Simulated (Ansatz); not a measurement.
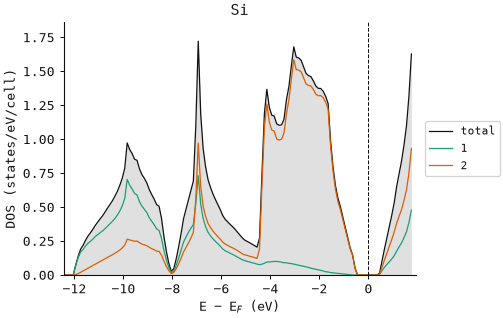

Density of states. Energies are counted from the Fermi level. The partial curves are projected on Löwdin-orthogonalised atomic shells.

Structure: diamond-type Si, space group Fd-3m, 2 atoms in the primitive cell, volume scaled by a factor 1.04; cubic a = 5.515 Å.

Computed with Ansatz 0.2.0: BLYP with D3(BJ) dispersion, Ansatz PAW, non-collinear spin, ferrimagnetic start that ends with little or no moment, no spin-orbit coupling, 8×8×8 k mesh in the self-consistent step, 420 eV cutoff.

Question: Assign each number in the legend. The candidates: Si p, Si s.

Answer: 1 is Si s; 2 is Si p.

Question: Is there a gap at the Fermi level, and how wide?

Answer: There is a gap; over the k points computed it is 0.89 eV.

The density of states comes from the program's own step for it, whose mesh and broadening can differ from those of the self-consistent step. The PAW data sets were made with another functional. LDA, GGA and most meta-GGA functionals understate gaps. The cell is at −4 GPa in this functional.
